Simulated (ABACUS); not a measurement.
## Energy of CsBr along an even scaling of the cell

System: CsBr (Pm-3m, 2 atoms in the cell).
Method: Kohn-Sham DFT of a periodic cell, PBEsol, PseudoDojo NC SR 0.4.1 PBEsol standard, no spin polarisation (ABACUS 3.10.1).

The 7 runs differ only in the geometry, by an even scaling of the cell at fixed fractional positions. The structure derives from a Materials Project entry.

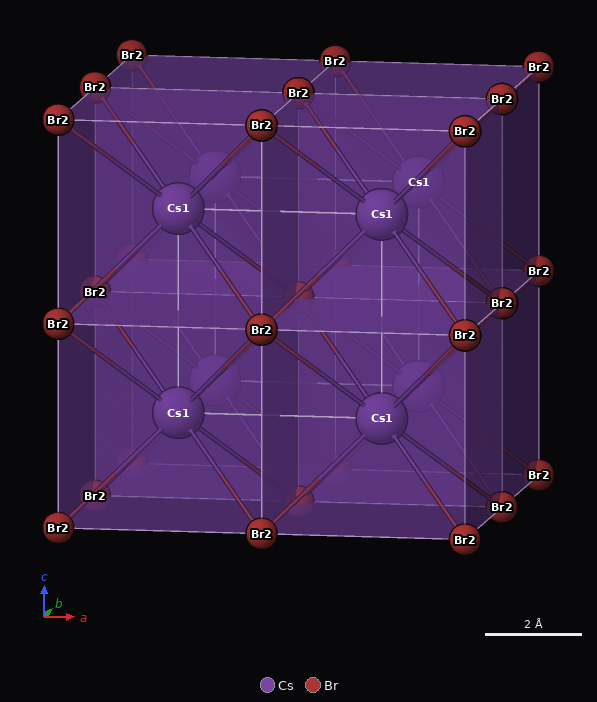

Figure 1. The structure of run 4 (polyhedral view of the cell of the calculation, seen slightly off an axis; polyhedra are completed across the faces of the cell; atoms are numbered from 1 in the order of the input). An atom can appear more than once, as a periodic image.

### Input of run 4
```
INPUT_PARAMETERS
suffix              CsBr
calculation         scf
basis_type          pw
pseudo_dir          ./
symmetry            1
dft_functional      pbesol
ecutwfc             50
pseudo_rcut         7
nspin               1
nbands              12
ks_solver           dav
smearing_method     fd
smearing_sigma      0.00367493
scf_thr             1e-08
scf_nmax            100
mixing_type         broyden
mixing_beta         0.7
cal_force           1
cal_stress          1
kpar                4
```

### File STRU of run 4
```
ATOMIC_SPECIES
Cs 132.9055 Cs.upf
Br 79.9040 Br.upf

LATTICE_CONSTANT
1.8897261246

LATTICE_VECTORS
4.3256222200 0.0000000000 0.0000000000
0.0000000000 4.3256222200 0.0000000000
0.0000000000 0.0000000000 4.3256222200

ATOMIC_POSITIONS
Direct

Cs
0.0
1
0.0000000000 0.0000000000 0.0000000000 1 1 1

Br
0.0
1
0.5000000000 0.5000000000 0.5000000000 1 1 1
```

### File KPT of run 4
```
K_POINTS
0
Gamma
6 6 6 0 0 0
```

Command:
```bash
OMP_NUM_THREADS=1 mpirun -np 4 abacus > log
```

Lattice vectors (Å) and fractional positions of run 4:
```
   4.325622    0.000000    0.000000
   0.000000    4.325622    0.000000
   0.000000    0.000000    4.325622
Cs  0.000000  0.000000  0.000000
Br  0.500000  0.500000  0.500000
```

Run 5 differs from it as follows:
```diff
-4.3256222200 0.0000000000 0.0000000000
-0.0000000000 4.3256222200 0.0000000000
-0.0000000000 0.0000000000 4.3256222200
+4.3542695596 0.0000000000 0.0000000000
+0.0000000000 4.3542695596 0.0000000000
+0.0000000000 0.0000000000 4.3542695596
```

### Results, with one run withheld

| run | volume per atom (Å³) | free energy per atom, from the lowest run given (meV) | pressure (GPa) | gap on the mesh (eV) |
| --- | --- | --- | --- | --- |
| 1 | 38.040 | 0.00 | 0.02 | 4.46 |
| 2 | 38.850 | 0.67 | −0.29 | 4.38 |
| 3 | 39.659 | 2.85 | −0.57 | 4.31 |
| 4 | 40.468 | 6.34 | −0.82 | 4.23 |
| 5 | 41.278 | ? | ? | ? |
| 6 | 42.087 | 16.63 | −1.21 | 4.09 |
| 7 | 42.896 | 23.15 | −1.37 | 4.03 |

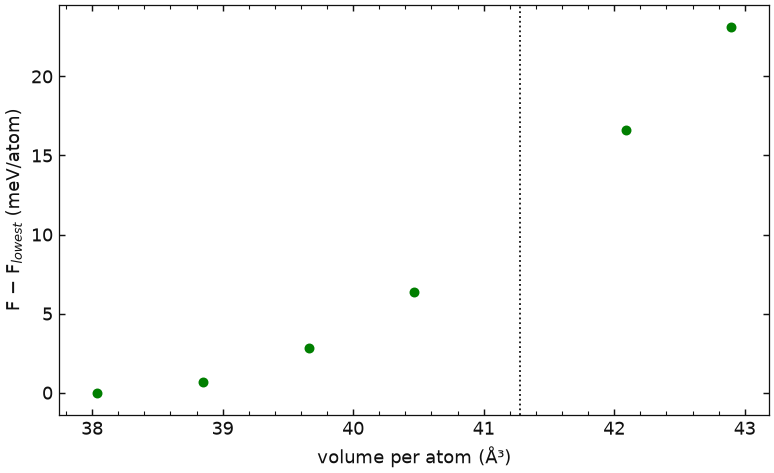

Figure 2. Free energy per atom of the runs given; the dotted line marks run 5.

Estimate the energy of run 5 from the others.

A cubic polynomial in V^(−2/3) (the Birch–Murnaghan form), fitted to the 6 runs given, misses them by under 0.01 meV per atom. With x = V^(−2/3) − 0.08511 Å⁻², it reads F = 5.3938 − 3345.2 x + 5.053e+05 x² + 3.9481e+06 x³ (meV per atom). At run 5 it gives 10.99 meV per atom, and the run itself gives 10.99. The slope of the fit gives a pressure −dF/dV of −1.02 GPa there, and the run prints −1.03 GPa. The fit has its minimum at 38.111 Å³ per atom, where V d²F/dV² gives 15.8 GPa: the bulk modulus at this level, since symmetry fixes the shape and the positions. The gap on the mesh goes, without turning, from 4.46 eV in run 1 to 4.03 eV in run 7; run 5 has 4.16 eV. These are gaps of this functional on this mesh, which can miss the band edges; they aren't the measured gap.

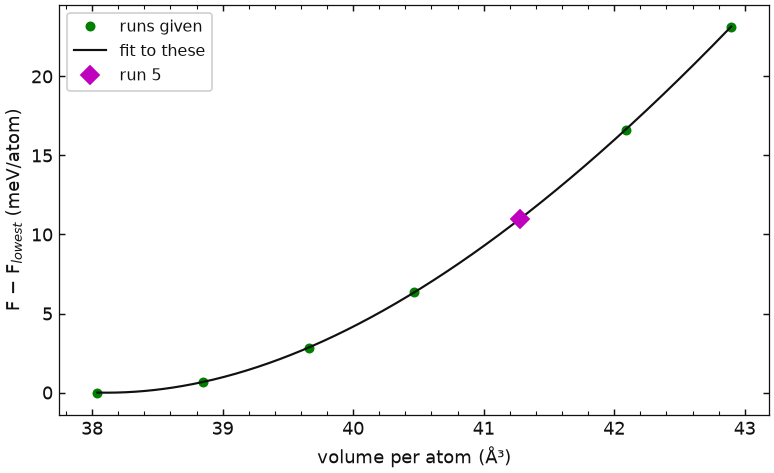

Figure 3. The fit and the withheld run.

### Some lines of the output (run 5)
```
[...]
                          Volume (Bohr^3) = 557.112
                             Volume (A^3) = 82.5554
 E_Fermi        0.3776796653         5.1385954669
 E_Fermi        0.3345832141         4.5522381669
 E_Fermi        0.3301043434         4.4913000049
 E_Fermi        0.3271653689         4.4513132058
 E_Fermi        0.3273320010         4.4535803518
 E_Fermi        0.3273181870         4.4533924024
 E_KS(sigma->0) -78.4341123601       -1067.1508456693
 E_Fermi        0.3273448500         4.4537551713
 final etot is -1067.1508457 eV
 EFERMI = 4.4537551713 eV
 TOTAL-PRESSURE: -10.280476 KBAR
 !FINAL_ETOT_IS -1067.1508456693238713 eV
```
